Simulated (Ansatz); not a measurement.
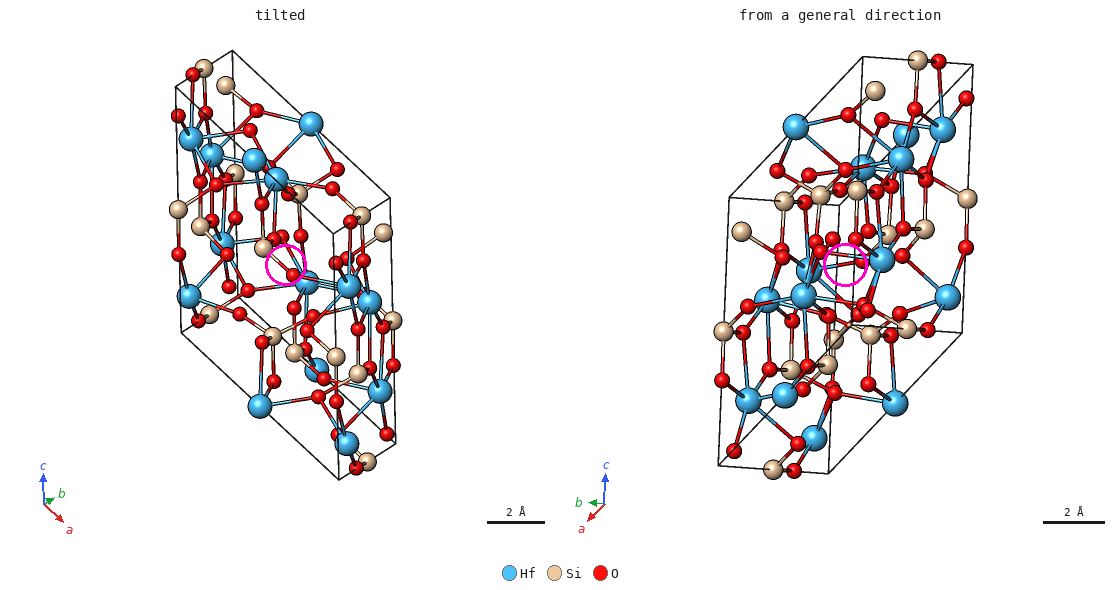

The image is a ball-and-stick drawing of a crystal, viewed slightly off an axis and from a general direction. Atoms at the boundary of the supercell (the box) are drawn once for each face, edge or corner they touch. The host is HfSiO4, in a cell of 48 sites, and the cell carries a charge of -1. A ring marks the defect's site.

> How does this supercell depart from the perfect host?

A hafnium vacancy. Around the empty site lie eight O at about 2.2 to 2.5 Å.

The calculation used DFT PBE, scalar-relativistic, plane waves, PAW in Ansatz 0.2.0, with wavefunction cutoff 420 eV, k-points on a 2×2×2 grid, Gaussian smearing of 0.01 eV, collinear spins.

> Does the defect carry a magnetic moment?

Yes, 3.0 μB in the cell.

The atoms were relaxed in the host's cell with Ansatz, DFT PBE, scalar-relativistic, plane waves, PAW.
